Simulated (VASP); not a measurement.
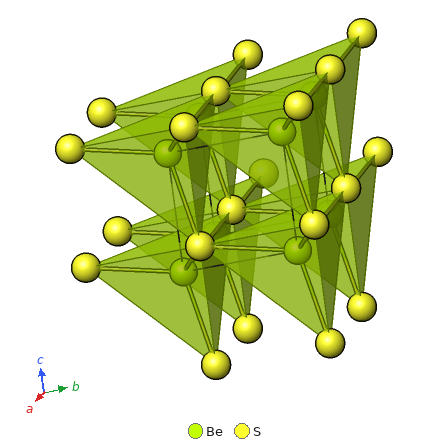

System: BeS, space group F-43m (No. 216). The picture shows the cell.

The given structure:
```xyz
2
Lattice="0.0000 2.3982 2.3982 2.3982 0.0000 2.3982 2.3982 2.3982 0.0000" Properties=species:S:1:pos:R:3 pbc="T T T"
Be    0.0000    0.0000    0.0000
S     1.1991    1.1991    1.1991
```

Calculation (VASP 6.6.1): plane-wave DFT, no spin polarisation; elastic constants in Voigt order on the axes of the given cell. Level: LDA.

k mesh 8×8×8; occupations Gaussian; smearing width 0.01 eV; potentials VASP PAW LDA potentials, recommended; wave cutoff 600 eV.

What does the calculation give for the Young's modulus as a function of direction in the xy, xz and yz planes?

Over all directions E runs from 128 to 203 GPa, a ratio of 1.58. E is 128 GPa along x, y and z alike, and 203 GPa along the body diagonal x + y + z. The Hill averages are K = 102 GPa and G = 70 GPa; K/G = 1.47.

Stiffness matrix C (GPa), Voigt order:
|  | xx | yy | zz | yz | xz | xy |
| --- | --- | --- | --- | --- | --- | --- |
| xx | 168.6 | 69.1 | 69.1 | 0.0 | 0.0 | 0.0 |
| yy | 69.1 | 168.6 | 69.1 | 0.0 | 0.0 | 0.0 |
| zz | 69.1 | 69.1 | 168.6 | 0.0 | 0.0 | 0.0 |
| yz | 0.0 | 0.0 | 0.0 | 87.0 | 0.0 | 0.0 |
| xz | 0.0 | 0.0 | 0.0 | 0.0 | 87.0 | 0.0 |
| xy | 0.0 | 0.0 | 0.0 | 0.0 | 0.0 | 87.0 |

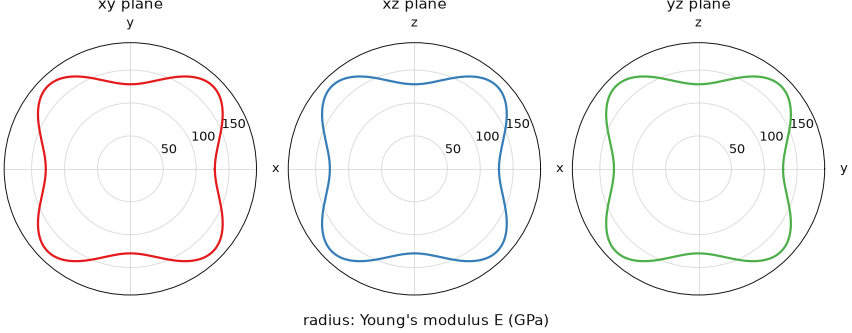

Note: lda forms differ.
